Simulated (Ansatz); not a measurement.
The coordinates of a crystal:

```
Al O
1.0
     2.83628    0.00000    0.00000
    -1.41814    2.45629    0.00000
     0.00000    0.00000   35.31376
Al O
8 1
Direct
  0.33333 0.66667 0.25826
  0.00000 0.00000 0.32425
  0.66667 0.33333 0.39025
  0.00000 0.00000 0.45624
  0.33411 0.66822 0.52220
  0.00132 0.00264 0.58798
  0.66726 0.33453 0.65354
  0.00134 0.00268 0.72114
  0.33458 0.66915 0.74174
```

> What would you see if this were drawn?

Composition: Al₈O. In the cell are 8 Al, 1 O, which makes 1 formula unit. The O atoms are each bonded to three Al in a trigonal pyramidal arrangement at 1.79 Å. The bonds build AlO layers parallel to (001); some Al atoms get no bond from the drawing's distance rule.

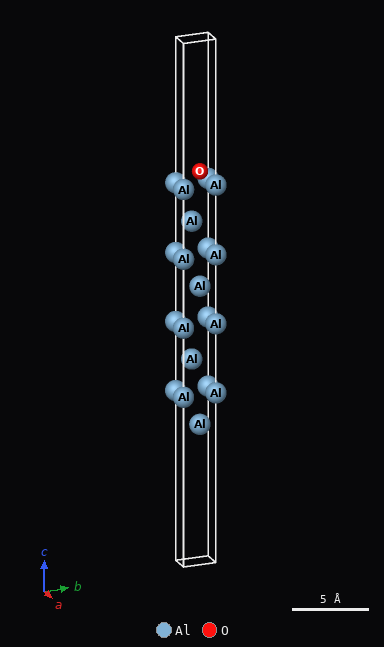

Drawn in the spheres-only manner and seen slightly off an axis. One simulation cell is outlined, and atoms on its boundary appear in each equivalent place. Colours: aluminium light blue, oxygen red.

The initial geometry was a structure listed in the Materials Project, from which a slab was cut and an adsorbate added. The atoms were relaxed in a fixed cell with DFT PBEsol, scalar-relativistic, plane waves, PAW in Ansatz 0.2.0, but for four held in place.
